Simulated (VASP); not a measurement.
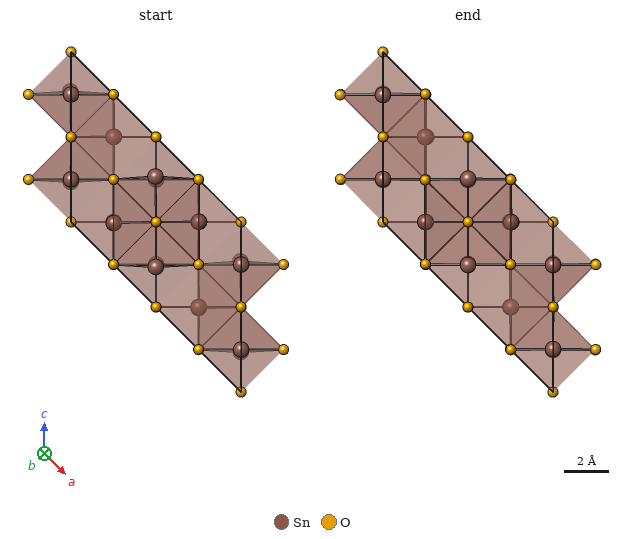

The structure of a defect cell of composition Sn8O7 before (left) and after (right) a relaxation, at one scale.

Style: polyhedral. Shown: the conventional cell (2 times the calculation's cell), along the b axis. Lengths and directions refer to the drawn axes.

The run lets the atoms move in a fixed cell.

Method: Kohn-Sham DFT of a periodic cell, PBE, VASP PAW PBE potentials, recommended in VASP 6.6.1.

The input:
```
ALGO = Normal
EDIFF = 1E-6
EDIFFG = -0.025
ENCUT = 450
GGA = PE
IBRION = 2
ICORELEVEL = 1
ISIF = 2
ISMEAR = 0
ISYM = 0
KPAR = 4
LASPH = True
LCHARG = False
LREAL = Auto
LWAVE = False
NELM = 80
NSW = 70
PREC = Normal
SIGMA = 0.02
```

Command:
```bash
cat potpaw_PBE.64/Sn_d/POTCAR potpaw_PBE.64/O/POTCAR > POTCAR
mpirun -np 4 vasp_std > vasp.out
```

**Summarise the run.**

After 14 geometry steps the energy has fallen by 73.0 meV per cell of the calculation. The largest force component goes from 0.44 to 0.013 eV/Å. The largest move is that of a Sn atom, 0.11 Å along [1 −1 −2]. By element the largest moves are Sn 0.11 Å, O 0.05 Å. The lattice vectors keep their values. Some distances before and after: O–Sn 2.362 → 2.269 Å, O–Sn 2.304 → 2.257 Å, O–Sn 2.222 → 2.261 Å, O–Sn 2.240 → 2.264 Å. Among the angles between lasting bonds that change: Sn–O–Sn 102.8° → 106.2°, Sn–O–Sn 102.5° → 105.6°, Sn–O–Sn 101.6° → 104.5°. It ran on 4 threads of Intel(R) Xeon(R) Platinum 8488C (Sapphire Rapids) (shared host).

Limits of the set-up: the periodic images lie only 7.4 Å apart, so the values are limited by the cell's size.
